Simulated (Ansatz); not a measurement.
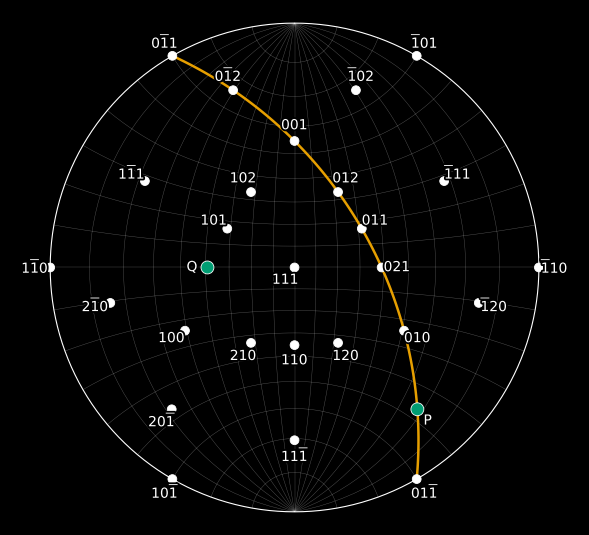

For Si, coordinates from a relaxation with DFT, r2SCAN, plane waves (500 eV) with PAW, scalar-relativistic (Ansatz); the starting structure was generated, so it need not be a known form of this composition: stereographic projection of plane normals (upper hemisphere) centred on (1 1 1). Symmetry computed with spglib at a tolerance of 0.002 Å; standard conventional cell.

a = 2.523 Å, b = 2.523 Å, c = 2.523 Å, α = 90.00°, β = 90.00°, γ = 90.00°.

Question: Index the poles marked P, Q.

Answer: P is (0 2 −1), 75.0° from the centre; Q is (2 0 1), 39.2° from the centre.

Question: Which zone does the coloured great circle trace?

Answer: The zone [1 0 0]: its poles satisfy h = 0.

Question: What is the angle between the normals of (0 1 2) and (0 2 1), and what are their d_hkl = 1/|g|?

Answer: 36.9°; d = 1.128 Å and 1.128 Å.
